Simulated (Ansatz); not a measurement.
H$_{2}$ClF: several calculations on one system

Part 1: Relaxation

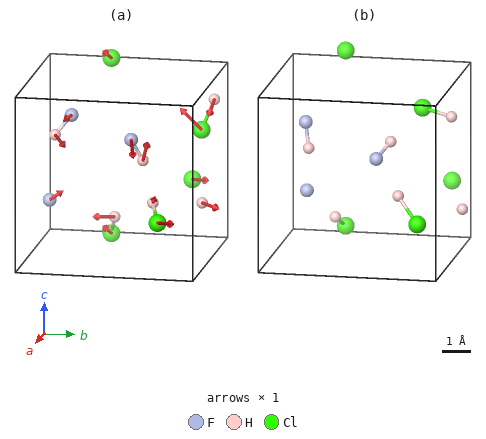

The structure of an amorphous cell of composition H₂ClF before (left) and after (right) a relaxation, at one scale. The red arrows give the displacements, at their true length.

Style: ball-and-stick. Shown: the cell of the calculation, slightly off an axis.

The cell holds 3 HF + 3 HCl. The run prepares the start of a later molecular dynamics calculation, from a guessed geometry.

The calculation used Ansatz, DFT PBE-D3(BJ), scalar-relativistic, plane waves, PAW. (plane-wave cutoff 420 eV; k-point mesh 1 × 1 × 1; occupations fermi dirac; smearing width 0.02 eV; no spin polarisation; atoms relaxed in a fixed cell; force threshold 0.3 eV/Å; at most 15 steps)

**What changed between the two?**

The energy falls by 157 meV per atom in 12 accepted moves (13 points after the start). The largest force component goes from 0.49 to 0.12 eV/Å. 1 step only repeated the SCF at the same geometry. The atom that moves furthest is a Cl atom (1.20 Å along [1 −2 2]). Largest moves by element: Cl 1.20 Å, H 1.13 Å, F 1.01 Å. The lattice vectors keep their values. Near-neighbour distances that change, for instance: Cl–H 1.280 → 1.336 Å, F–H 0.934 → 0.984 Å, F–H 0.934 → 0.964 Å, Cl–H 1.280 → 1.294 Å. Cost: 21 s on 1 thread of Arm Neoverse V1 (shared host), peak memory 0.35 GiB.

Limits of the set-up: the program's low-accuracy preset was used; the periodic images lie only 6.5 Å apart, so the values are limited by the cell's size.

Part 2: Dynamics

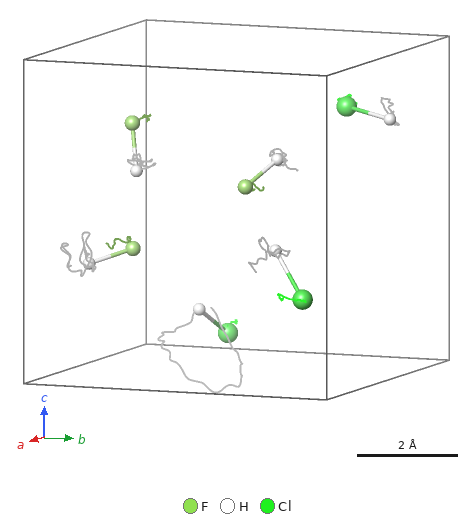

A Born-Oppenheimer molecular dynamics run of a periodic cell with 3 HF + 3 HCl at 1.003 g/cm³, 150 fs long. Lines trace each atom's path, in the colour of its element; spheres stand at the starting positions. Seen slightly off an axis in the simulation cell.

Level of theory: DFT PBE-D3(BJ), scalar-relativistic, plane waves, PAW (Ansatz). Run with plane-wave cutoff 420 eV; k-point mesh 1 × 1 × 1; Fermi-Dirac smearing 0.02 eV; low-accuracy preset; Langevin thermostat (NVT); set temperature 500 K; time step 0.5 fs; friction 0.02 per fs.

Input
```yaml
accuracy: low
crystal:
  lattice:
    - [6.546024, 0.0, 0.0]
    - [0.0, 6.546024, 0.0]
    - [0.0, 0.0, 6.546024]
  atoms:
    - { symbol: F, position: [0.56023144, 0.18066648, 0.75989496] }
    - { symbol: H, position: [0.57488778, 0.20022789, 0.61471083] }
    - { symbol: F, position: [0.58197845, 0.19154609, 0.37570569] }
    - { symbol: H, position: [0.68386064, 0.08806386, 0.33700493] }
    - { symbol: F, position: [0.67467701, 0.60022857, 0.59747363] }
    - { symbol: H, position: [0.56071383, 0.65989898, 0.67089131] }
    - { symbol: Cl, position: [0.32841827, 0.79411638, 0.81305428] }
    - { symbol: H, position: [0.42137144, 0.97469134, 0.79343562] }
    - { symbol: Cl, position: [0.12592176, 0.32033402, 0.06551712] }
    - { symbol: H, position: [0.29852542, 0.2954521, 0.15862824] }
    - { symbol: Cl, position: [0.8770525, 0.87117574, 0.2880423] }
    - { symbol: H, position: [0.79018406, 0.74675074, 0.42213008] }
basis:
  ecutwfc: 420.0
kpoints:
  mp_grid: { grid: [1, 1, 1] }
hamiltonian:
  xc: pbe
  dispersion: d3bj
scf:
  occupations: { method: fermi_dirac, width: 0.02 }
  lower_state_search: "off"
md:
  timestep: 0.5
  n_steps: 300
  ensemble: nvt_langevin
  temperature: 500.0
  initial_velocities: maxwell_boltzmann
  seed: 201623
  friction: 0.02
```

Run as
```bash
ansatz run input.yaml --threads 1 --pin off --max-ram 3072MiB --backend cpu --events-out ev --progress --plain --runs-dir out
```

Describe the motion.

Root-mean-square distances from the starting positions over the second half, with the common drift of all atoms taken out: H 0.69 Å, F 0.42 Å, Cl 0.39 Å. The heavy atoms stay within a fraction of a molecule's size of their starting places, while the hydrogen atoms travel further, as molecules turn; so short a run doesn't tell a liquid from a solid.

Limits of the set-up: the program's low-accuracy preset was used; the periodic images lie only 6.5 Å apart, so the values are limited by the cell's size.

The run took 5.4 min on 1 thread of Arm Neoverse V1 (shared host), peak memory 0.36 GiB.

Part 3: Dynamics

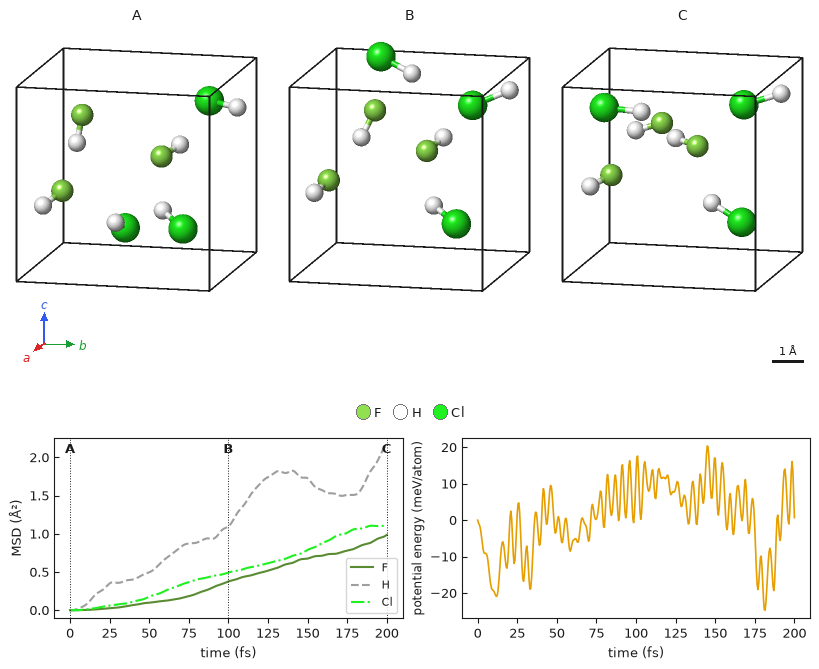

First-principles dynamics of a periodic cell with 3 HF + 3 HCl at 1.003 g/cm³, 200 fs long. It starts from the last geometry of an earlier run, with fresh velocities. Frames (A at 0 fs, B at 100 fs, C at 200 fs) and the history of the run. A ball-and-stick model of the simulation cell, seen slightly off an axis. Atoms that leave the cell re-enter on the other side.

Computed with DFT PBE-D3(BJ), scalar-relativistic, plane waves, PAW in Ansatz. Settings: plane-wave cutoff 420 eV; k-point mesh 1 × 1 × 1; Fermi-Dirac smearing 0.02 eV; low-accuracy preset; constant energy (NVE); velocities drawn for 500 K; time step 0.5 fs.

What do the frames and curves show?

In the second half of the run the atoms are, in the root-mean-square, this far from where they began (common drift taken out): H 1.28 Å, Cl 0.90 Å, F 0.81 Å. The molecules turn and drift from their places. Over the second half the temperature averages 464 K (spread ±79 K). The potential energy in the second half lies on average 4.3 meV per atom above the first frame.

Limits of the set-up: the program's low-accuracy preset was used; the periodic images lie only 6.5 Å apart, so the values are limited by the cell's size.
